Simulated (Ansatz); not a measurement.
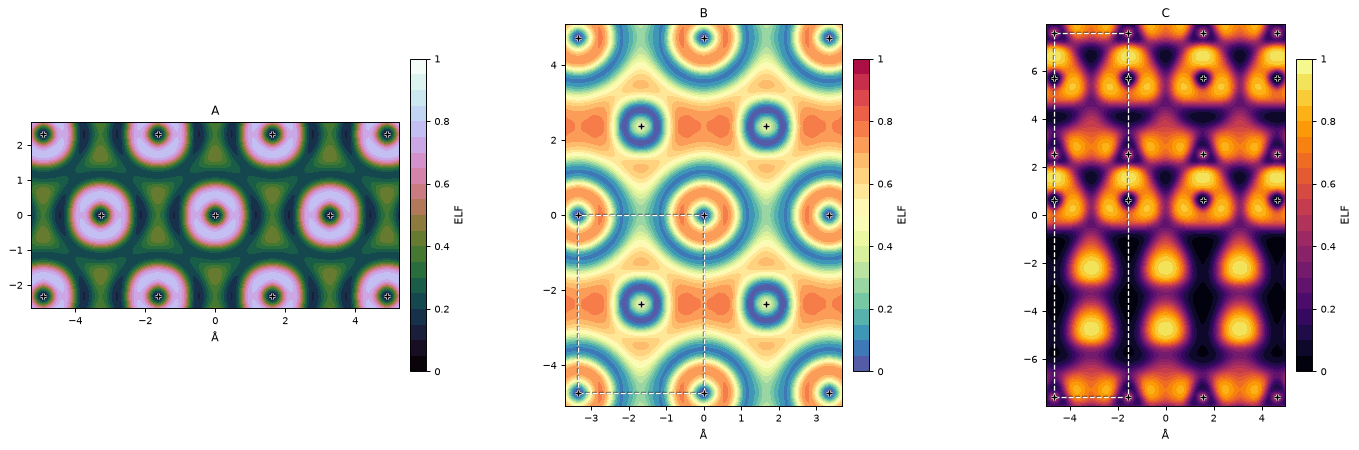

The electron localisation function of 3 systems, each on a plane through atoms (crosses mark nuclei in the plane).

Level of theory: Ansatz 0.2.0, DFT PBEsol, scalar-relativistic, plane waves, PAW.

System 1: SiC, the (100) plane of the conventional cell. Space group P6₃mc; computed pressure about −3 GPa in this cell.

System 2: Nb, the (011) plane of the conventional cell. Space group Im-3m; computed without spin polarisation.

System 3: ScAl, the (101̄) plane of the conventional cell. Space group Pm-3m; a structure from a database of computed crystals, not necessarily the ambient phase.

```xyz
2
Lattice="3.3444 0.0000 0.0000 0.0000 3.3444 0.0000 0.0000 0.0000 3.3444" Properties=species:S:1:pos:R:3 pbc="T T T"
Sc    1.6722    1.6722    1.6722
Al    0.0000    0.0000    0.0000
```

Which map belongs to which system?

Answer. Panel A is system 2, Nb: the plane holds Nb. Nb–Nb (2.83 Å): the ELF is about 0.25 at the midpoint (no shared electron pair shows on this line). Panel B is system 3, ScAl: the plane holds Sc and Al. Sc–Al (2.90 Å): the ELF peaks at about 0.60 in the valence shell of Al, 1.0 Å from its nucleus, and is about 0.30 at the midpoint (no shared electron pair shows on this line). Panel C is system 1, SiC: the plane holds Si and C. Si–C (1.90 Å): the ELF peaks at about 0.95 between the atoms (a shared electron pair).
